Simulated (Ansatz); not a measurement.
Input file:

```
crystal:
  lattice:
    - [3.2854929596, 0.0, 0.0]
    - [-1.6427464798, 2.8453203669, 0.0]
    - [0.0, 0.0, 24.2386467078]
  atoms:
    - { symbol: Se, position: [0.3333333333, 0.6666666667, 0.1856539292] }
    - { symbol: W, position: [0.6666666667, 0.3333333333, 0.2551570536] }
    - { symbol: Se, position: [0.3333333333, 0.6666666667, 0.324660178] }
    - { symbol: Se, position: [0.5, 1.0, 0.4777215285] }
    - { symbol: W, position: [0.1666666667, 1.3333333333, 0.5472246529] }
    - { symbol: Se, position: [0.5, 1.0, 0.6167277773] }
basis:
  ecutwfc: 420
kpoints:
  mp_grid: { grid: [9, 9, 1] }
hamiltonian:
  xc: pbe
  pseudopotentials: { kind: paw, azcp: { folder: soft_1 } }
  dispersion: d3bj
scf:
  occupations: { method: gaussian, width: 0.05 }
output:
  forces: true
  eigenvalues: true
  write_density: true
  write_potential: true
  elf: true
  volumetric_format: npy
efield:
  axis: 3
  dipole_correction: true
  ramp_width: 0.04
```

Launched as:

```sh
ansatz run input.yaml --threads 1 --pin off --max-ram 3072MiB --backend cpu --events-out ev --progress --plain --runs-dir out
```

PAW files of the earlier set (soft_1).

Method: Ansatz 0.2.0, DFT PBE+D3(BJ), scalar-relativistic, plane waves, PAW.

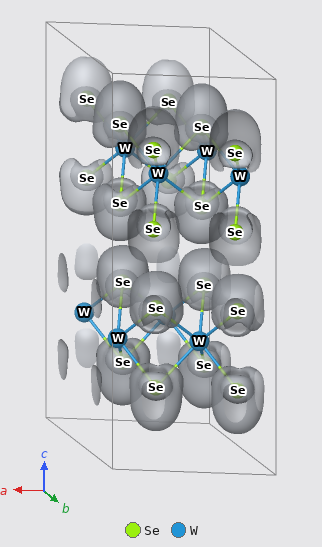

WSe₂ (slab). Isosurface of the electron localisation function at 0.7 (grey), seen at an oblique angle. Only the valence region is drawn (cores and ρ < 0.01 e/Å³ removed). Sticks mark near contacts.

Core electrons are frozen (PAW), and the valence fields are smoothed inside the atomic spheres.

Question: Where are the electrons localised?

Answer: The ELF exceeds this value in four regions wrapped around Se (the valence shell of each), counted in one cell of 6 atoms. Counts are for one cell; the picture repeats the cell along the surface. Profiles from the grid: W–Se (2.54 Å): the ELF is about 0.55 at the midpoint.

Question: Metal or insulator at this level of theory?

Answer: It is gapped, with a Kohn–Sham gap of 1.6 eV on the k-point mesh, an upper bound to the gap of this method.
